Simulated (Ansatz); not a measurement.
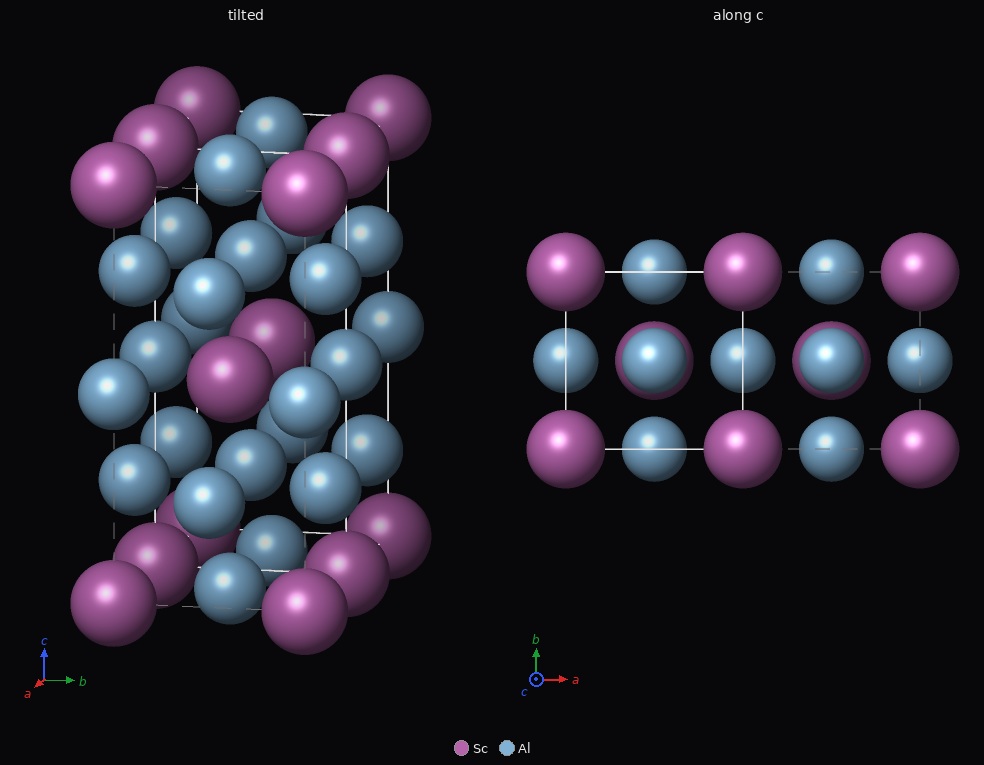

This spheres-only model is shown slightly off an axis and along the c axis. The picture spans 2×1×1 cells, one conventional unit cell being drawn with solid lines. Cell: a = 3.872 Å, b = 3.872 Å, c = 8.450 Å, α = 90.00°, β = 90.00°, γ = 90.00°.

Give a description of the structure.

- It has the composition ScAl3.
- The space group is I4/mmm (No. 139); the lattice is body-centred tetragonal.
- It has 8 atoms to the cell (2 Sc, 6 Al).
- Around each Sc lie twelve Al in a cuboctahedral arrangement at about 2.7 to 2.9 Å. Al bonds to eight Al and four Sc in a cuboctahedral arrangement (about 2.7 to 2.9 Å to Al, 2.7 to 2.9 Å to Sc).

Its origin is a structure listed in the Materials Project. The cell was then strained or its atoms displaced on purpose. It was set up as input for a calculation with Ansatz.
